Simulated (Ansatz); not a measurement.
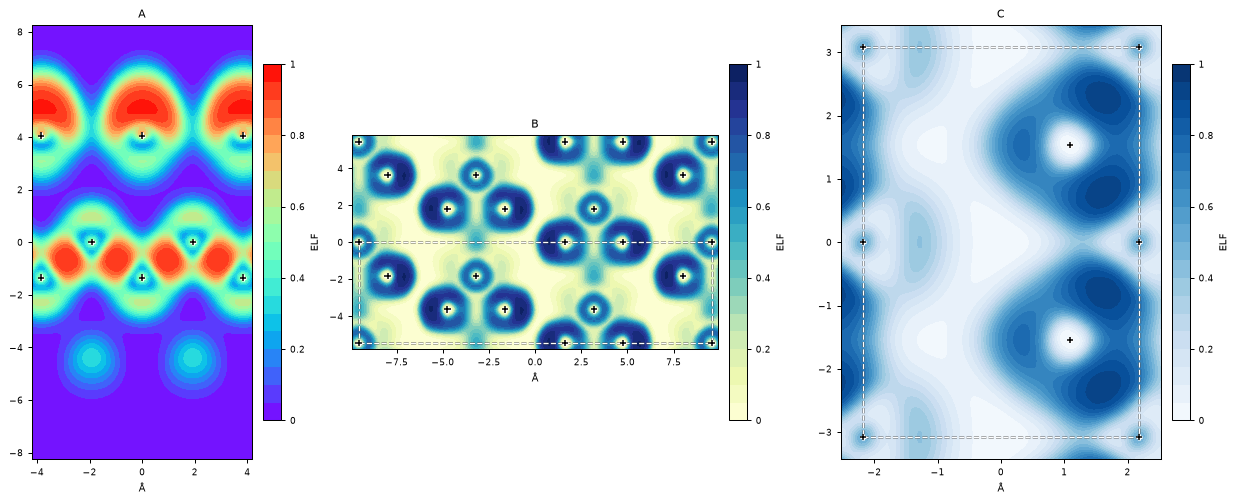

The electron localisation function of 3 systems, each on a plane through atoms (crosses mark nuclei in the plane).

All numbers below come from Ansatz, DFT PBEsol, scalar-relativistic, plane waves, PAW.

System 1: WS$_{2}$, the (110) plane of the conventional cell. Space group R3m.

System 2: Si (slab), the (100) plane of the calculation cell, a cut from vacuum to vacuum. The program warned that a starting moment wasn't kept; spin-polarised.

```yaml
crystal:
  lattice:
    - [3.84172, 0.00000, 0.00000]
    - [0.00000, 3.84172, 0.00000]
    - [0.00000, 0.00000, 25.79126]
  atoms:
    - { symbol: Si, position: [0.00000, 0.50000, 0.32957] }
    - { symbol: Si, position: [0.00000, 0.00000, 0.38223] }
    - { symbol: Si, position: [0.50000, 0.00000, 0.43490] }
    - { symbol: Si, position: [0.50000, 0.50000, 0.48741] }
    - { symbol: Si, position: [0.00000, 0.50000, 0.53993] }
    - { symbol: Si, position: [0.00000, 0.00000, 0.59250] }
    - { symbol: Si, position: [0.50000, 0.00000, 0.64426] }
```

System 3: SiC, the (110) plane of the conventional cell. Space group F-43m.

Which map belongs to which system?

Panel A is system 2, Si: the plane holds Si. Si–Si (2.35 Å): the ELF peaks at about 0.95 between the atoms. Panel B is system 1, WS$_{2}$: the plane holds W and S. W–S (2.40 Å): the ELF peaks at about 0.85 in the valence shell of S, 0.8 Å from its nucleus, and is about 0.50 at the midpoint. Panel C is system 3, SiC: the plane holds Si and C. Si–C (1.89 Å): the ELF peaks at about 0.95 between the atoms (a covalent bond).
